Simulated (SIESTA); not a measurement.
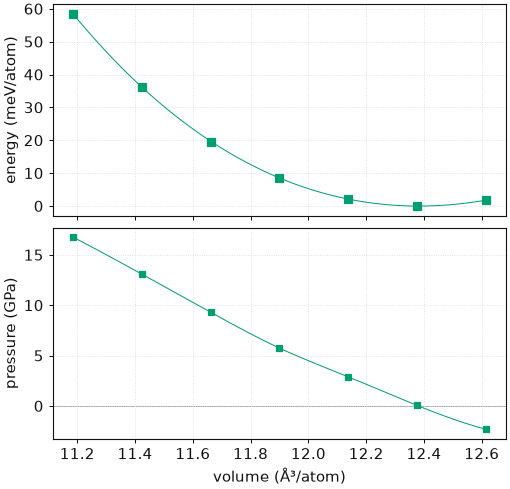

The figure shows the energy and pressure against volume for ZnO, space group P6_3mc (No. 186).

Cell as given: a = 3.249 Å, b = 3.249 Å, c = 5.206 Å, α = 90.00°, β = 90.00°, γ = 120.00°; 4 atoms.

Method: DFT in numerical atomic orbitals with pseudopotentials, no spin polarisation; energies at scaled volumes of the given cell, shape and fractions fixed, counted from the fit's minimum, third-order Birch-Murnaghan fit (SIESTA 5.4.2). Level: PBE.

- k mesh: 9×9×5
- occupations: Fermi–Dirac
- smearing width: 0.05 eV
- potentials: PseudoDojo 0.4 standard, converted to PSML, two zetas on semicore shells
- program settings: basis DZP, mesh cutoff 800 Ry

> What equilibrium volume and bulk modulus follow from the curve?

A third-order Birch–Murnaghan fit gives V0 = 12.38 Å³/atom, B0 = 136 GPa and B′ = 4.2.

> How does the pressure vary with volume?

It falls from 16.76 GPa at volume 11.19 Å³/atom to −2.31 GPa at 12.61 Å³/atom, and changes sign near 12.38 Å³/atom.

Note: mulliken charges of long orbitals; short basis over semicore shells; valence orbitals made in semicore potential; shape and atomic fractions are frozen while scaling, which makes layered, chain and framework solids too stiff.
